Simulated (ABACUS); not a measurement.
# Run report: GaAs, single-point calculation (part 2 of 2)

The same run, continued: GaAs (2 atoms in the cell); Kohn-Sham DFT of a periodic cell, PBEsol, PseudoDojo NC SR 0.4.1 PBEsol standard, no spin polarisation (ABACUS 3.10.1); cutoff 1142.88 eV, 8×8×8 k-mesh, fermi-dirac of 0.05 eV. The structure derives from an entry of the Crystallography Open Database.

Geometry of the input (Å; fractional positions):
```
0.0000  2.8268  2.8268
2.8268  0.0000  2.8268
2.8268  2.8268  0.0000
As 0.7500  0.7500  0.7500
Ga 0.0000  0.0000  0.0000
```

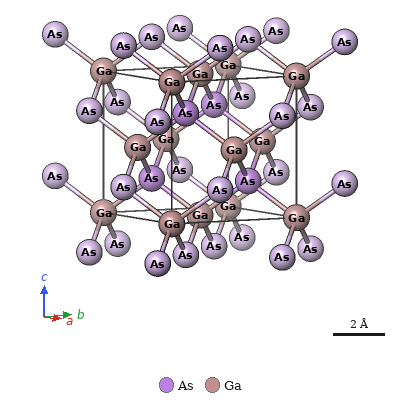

Fig. 1: The structure (ball-and-stick view of the cell 4 times as large as that of the calculation, set on its symmetry axes, seen at an oblique angle; neighbours outside the cell are drawn fainter). An atom can appear more than once, as a periodic image.

### The program's output, continued
```
 PW ALGORITHM --------------- ION=   1  ELEC=   1--------------------------------
 Notice: Threshold on eigenvalues was too large.
 hsover_error=0.28 > DRHO=0.0507849
 Origin diag ethr = 0.01
 New diag ethr = 0.000181375

 Density error is 0.0511337842938
                          Error Threshold = 0.000181374683359
----------------------------------------------------------
     Energy           Rydberg                 eV
----------------------------------------------------------
 E_KohnSham     -364.6054657848      -4960.7118566174
 E_Harris       -364.6099072519      -4960.7722858778
 E_Fermi        0.6341770741         8.6284217484
----------------------------------------------------------

 PW ALGORITHM --------------- ION=   1  ELEC=   2--------------------------------

 Density error is 0.00454805388874
                          Error Threshold = 0.000182620658192
----------------------------------------------------------
     Energy           Rydberg                 eV
----------------------------------------------------------
 E_KohnSham     -364.6139112259      -4960.8267627384
 E_Harris       -364.4805427331      -4959.0121913025
 E_Fermi        0.6514656533         8.8636449367
----------------------------------------------------------

 PW ALGORITHM --------------- ION=   1  ELEC=   3--------------------------------

 Density error is 0.000413195005476
                          Error Threshold = 1.62430496027e-05
----------------------------------------------------------
     Energy           Rydberg                 eV
----------------------------------------------------------
 E_KohnSham     -364.6146242966      -4960.8364645627
 E_Harris       -364.5443904908      -4959.8808846112
 E_Fermi        0.6524803280         8.8774502941
----------------------------------------------------------

 PW ALGORITHM --------------- ION=   1  ELEC=   4--------------------------------

 Density error is 7.09862062142e-06
                          Error Threshold = 1.47569644813e-06
----------------------------------------------------------
     Energy           Rydberg                 eV
----------------------------------------------------------
 E_KohnSham     -364.6146754494      -4960.8371605327
 E_Harris       -364.6142511940      -4960.8313882412
 E_Fermi        0.6551240910         8.9134205350
----------------------------------------------------------

 PW ALGORITHM --------------- ION=   1  ELEC=   5--------------------------------

 Density error is 1.53750497034e-06
                          Error Threshold = 2.53522165051e-08
----------------------------------------------------------
     Energy           Rydberg                 eV
----------------------------------------------------------
 E_KohnSham     -364.6146788755      -4960.8372071468
 E_Harris       -364.6043102538      -4960.6961348120
 E_Fermi        0.6552091167         8.9145773690
----------------------------------------------------------

 PW ALGORITHM --------------- ION=   1  ELEC=   6--------------------------------

 Density error is 2.80027334857e-07
                          Error Threshold = 5.49108917977e-09
----------------------------------------------------------
     Energy           Rydberg                 eV
----------------------------------------------------------
 E_KohnSham     -364.6146791610      -4960.8372110320
 E_Harris       -364.6161754651      -4960.8575692927
 E_Fermi        0.6553665365         8.9167191753
----------------------------------------------------------

 PW ALGORITHM --------------- ION=   1  ELEC=   7--------------------------------

 Density error is 1.01117935939e-08
                          Error Threshold = 1.00009762449e-09
----------------------------------------------------------
     Energy           Rydberg                 eV
----------------------------------------------------------
 E_KohnSham     -364.6146791993      -4960.8372115519
 E_Harris       -364.6145257387      -4960.8351236142
 E_Fermi        0.6553556099         8.9165705114
----------------------------------------------------------

 PW ALGORITHM --------------- ION=   1  ELEC=   8--------------------------------

 Density error is 5.52037004205e-10
                          Error Threshold = 3.61135485497e-11
----------------------------------------------------------
     Energy           Rydberg                 eV
----------------------------------------------------------
 E_KohnSham     -364.6146792028      -4960.8372115998
 E_KS(sigma->0) -364.6146774993      -4960.8371884235
 E_Harris       -364.6147982031      -4960.8388306830
 E_band         -22.0268742129       -299.6909984244
 E_one_elec     -192.3826891929      -2617.5007695863
 E_Hartree      114.5888549735       1559.0613549348
 E_xc           -88.4680077958       -1203.6689967308
 E_Ewald        -198.3528337807      -2698.7287538649
 E_entropy(-TS) -0.0000034068        -0.0000463525
 E_descf        0.0000000000         0.0000000000
 E_exx          0.0000000000         0.0000000000
 E_Fermi        0.6553646865         8.9166940050
----------------------------------------------------------

 charge density convergence is achieved
 final etot is -4960.8372116 eV
 EFERMI = 8.916694005 eV
The vacuum level is 11.023743232 eV

 STATE ENERGY(eV) AND OCCUPATIONS    NSPIN == 1
 1/29 kpoint (Cartesian) = 0.0000 0.0000 0.0000 (959 pws)
       1       -26.5546     0.00390625
       2       -26.5546     0.00390625
       3       -26.5546     0.00390625
       4       -26.5447     0.00390625
       5       -26.5447     0.00390625
       6       -6.13779     0.00390625
       7       -6.13779     0.00390625
       8       -6.13779     0.00390625
       9       -6.05910     0.00390625
      10       -6.05910     0.00390625
      11       -4.08583     0.00390625
      12        8.66670     0.00388010
      13        8.66670     0.00388010
      14        8.66670     0.00388010
      15        9.10803    8.32608e-05
      16        12.3746    3.60343e-33
      17        12.3746    3.60343e-33
      18        12.3746    3.60343e-33

 2/29 kpoint (Cartesian) = 0.022109 0.022109 0.022109 (982 pws)
       1       -26.5545      0.0312500
       2       -26.5544      0.0312500
       3       -26.5544      0.0312500
       4       -26.5446      0.0312500
       5       -26.5446      0.0312500
       6       -6.15151      0.0312500
       7       -6.13421      0.0312500
       8       -6.13421      0.0312500
       9       -6.05930      0.0312500
      10       -6.05930      0.0312500
      11       -3.90277      0.0312500
      12        6.67755      0.0312500
      13        8.42935      0.0312482
      14        8.42935      0.0312482
      15        10.2057    1.99073e-13
      16        12.7237    2.67838e-35
      17        12.7237    2.67838e-35
      18        12.8096    4.80406e-36

 3/29 kpoint (Cartesian) = 0.044219 0.044219 0.044219 (992 pws)
       1       -26.5545      0.0312500
       2       -26.5541      0.0312500
       3       -26.5541      0.0312500
       4       -26.5446      0.0312500
       5       -26.5446      0.0312500
       6       -6.18149      0.0312500
       7       -6.12645      0.0312500
       8       -6.12645      0.0312500
       9       -6.05884      0.0312500
      10       -6.05884      0.0312500
      11       -3.39160      0.0312500
      12        4.50116      0.0312500
      13        7.98609      0.0312500
      14        7.98609      0.0312500
      15        10.0547    4.07726e-12
      16        13.2390    8.94354e-40
      17        13.2390    8.94354e-40
      18        14.5432    4.20429e-51

 4/29 kpoint (Cartesian) = 0.066328 0.066328 0.066328 (987 pws)
       1       -26.5544      0.0312500
       2       -26.5538      0.0312500
       3       -26.5538      0.0312500
       4       -26.5445      0.0312500
       5       -26.5445      0.0312500
       6       -6.20822      0.0312500
       7       -6.12030      0.0312500
       8       -6.12030      0.0312500
       9       -6.05673      0.0312500
      10       -6.05673      0.0312500
      11       -2.70644      0.0312500
      12        2.75113      0.0312500
      13        7.64490      0.0312500
      14        7.64490      0.0312500
      15        9.72245    3.13405e-09
      16        13.3205    1.75270e-40
      17        13.3205    1.75270e-40
      18        16.1821    2.44404e-65

 5/29 kpoint (Cartesian) = 0.088438 0.088438 0.088438 (1008 pws)
       1       -26.5543      0.0156250
       2       -26.5537      0.0156250
       3       -26.5537      0.0156250
       4       -26.5444      0.0156250
       5       -26.5444      0.0156250
       6       -6.21857      0.0156250
       7       -6.11831      0.0156250
       8       -6.11831      0.0156250
       9       -6.05529      0.0156250
      10       -6.05529      0.0156250
      11       -2.31535      0.0156250
      12        1.99611      0.0156250
      13        7.52237      0.0156250
      14        7.52237      0.0156250
      15        9.59692    1.92968e-08
      16        13.2667    2.57116e-40
      17        13.2667    2.57116e-40
      18        16.2651    2.32542e-66

 6/29 kpoint (Cartesian) = 0.0000 0.0000 0.044219 (987 pws)
       1       -26.5547      0.0234375
       2       -26.5543      0.0234375
       3       -26.5543      0.0234375
       4       -26.5447      0.0234375
       5       -26.5445      0.0234375
       6       -6.15925      0.0234375
       7       -6.13080      0.0234375
       8       -6.13080      0.0234375
       9       -6.06207      0.0234375
      10       -6.05728      0.0234375
      11       -3.84190      0.0234375
      12        6.64787      0.0234375
      13        8.00444      0.0234375
      14        8.00444      0.0234375
      15        10.9856    2.50985e-20
      16        11.7000    1.56367e-26
      17        13.3380    9.26760e-41
      18        13.3380    9.26760e-41

[... levels at 23 further k points ...]

------------------------------------------------------------------------------------------
 TOTAL-FORCE (eV/Angstrom)
------------------------------------------------------------------------------------------
                       As1         0.0000000000         0.0000000000         0.0000000000
                       Ga1         0.0000000000         0.0000000000         0.0000000000
------------------------------------------------------------------------------------------

----------------------------------------------------------------
 TOTAL-STRESS (KBAR)
----------------------------------------------------------------
         2.5124315333        -0.0000000000        -0.0000000000
         0.0000000000         2.5124315333        -0.0000000000
         0.0000000000        -0.0000000000         2.5124315333
----------------------------------------------------------------
 TOTAL-PRESSURE: 2.512432 KBAR

 --------------------------------------------
 !FINAL_ETOT_IS -4960.8372115997808578 eV
 --------------------------------------------
```

### Standard output
```
ABACUS
v3.10.1

               Atomic-orbital Based Ab-initio Computation at UStc

%%%%%%%%%%%%%%%%%%%%%%%%%%%%%%%%%%%%%%%%%%%%%%%%%%%%%%%%%%%%%%%%%%%%%%%%%%%%%%%%%%%%%%%%%%%%%%%%%%%%%%%%%
 Warning: the number of valence electrons in pseudopotential > 5 for As: [Ar] 3d10 4s2 4p3
 Warning: the number of valence electrons in pseudopotential > 3 for Ga: [Ar] 3d10 4s2 4p1
 Pseudopotentials with additional electrons can yield (more) accurate outcomes, but may be less efficient.
 If you're confident that your chosen pseudopotential is appropriate, you can safely ignore this warning.
%%%%%%%%%%%%%%%%%%%%%%%%%%%%%%%%%%%%%%%%%%%%%%%%%%%%%%%%%%%%%%%%%%%%%%%%%%%%%%%%%%%%%%%%%%%%%%%%%%%%%%%%%

 UNIFORM GRID DIM        : 45 * 45 * 45
 UNIFORM GRID DIM(BIG)   : 45 * 45 * 45
 ---------------------------------------------------------
 Self-consistent calculations for electrons
 ---------------------------------------------------------
 SPIN    KPOINTS         PROCESSORS  THREADS
 1       29              4           4
 ---------------------------------------------------------
 Use plane wave basis
 ---------------------------------------------------------
 ELEMENT NATOM       XC
 As      1
 Ga      1
 ---------------------------------------------------------
 Initial plane wave basis and FFT box
 ---------------------------------------------------------
 -------------------------------------------
 SELF-CONSISTENT :
 -------------------------------------------
 START CHARGE      : atomic
 ITER       ETOT/eV          EDIFF/eV         DRHO     TIME/s
 DA1     -4.96071186e+03   0.00000000e+00   5.1134e-02   1.27
 DA2     -4.96082676e+03  -1.14906121e-01   4.5481e-03   0.69
 DA3     -4.96083646e+03  -9.70182429e-03   4.1320e-04   0.64
 DA4     -4.96083716e+03  -6.95970028e-04   7.0986e-06   0.63
 DA5     -4.96083721e+03  -4.66140801e-05   1.5375e-06   0.89
 DA6     -4.96083721e+03  -3.88514053e-06   2.8003e-07   0.75
 DA7     -4.96083721e+03  -5.19983211e-07   1.0112e-08   0.60
 DA8     -4.96083721e+03  -4.78375366e-08   5.5204e-10   0.82
----------------------------------------------------------------
 TOTAL-STRESS (KBAR)
----------------------------------------------------------------
         2.5124315333        -0.0000000000        -0.0000000000
         0.0000000000         2.5124315333        -0.0000000000
         0.0000000000        -0.0000000000         2.5124315333
----------------------------------------------------------------
 TOTAL-PRESSURE: 2.512432 KBAR
```

### Summary

| quantity | value |
| --- | --- |
| outcome | converged |
| space group (tolerance 0.01 Å) | F-43m (216) |
| electrons treated | 28 |
| free energy | −4960.8372 eV |
| Fermi energy | 8.917 eV |
| gap on the k-point mesh | 0.44 eV |
| pressure | 0.25 GPa |
| largest force (length of the vector) | under 0.001 eV/Å |
| hardware | 4 threads of Intel Xeon (Granite Rapids), 96 GiB of memory available, shared host |
| wall time | 7.3 s (CPU time 29 s) |
| peak memory | 0.28 GiB |
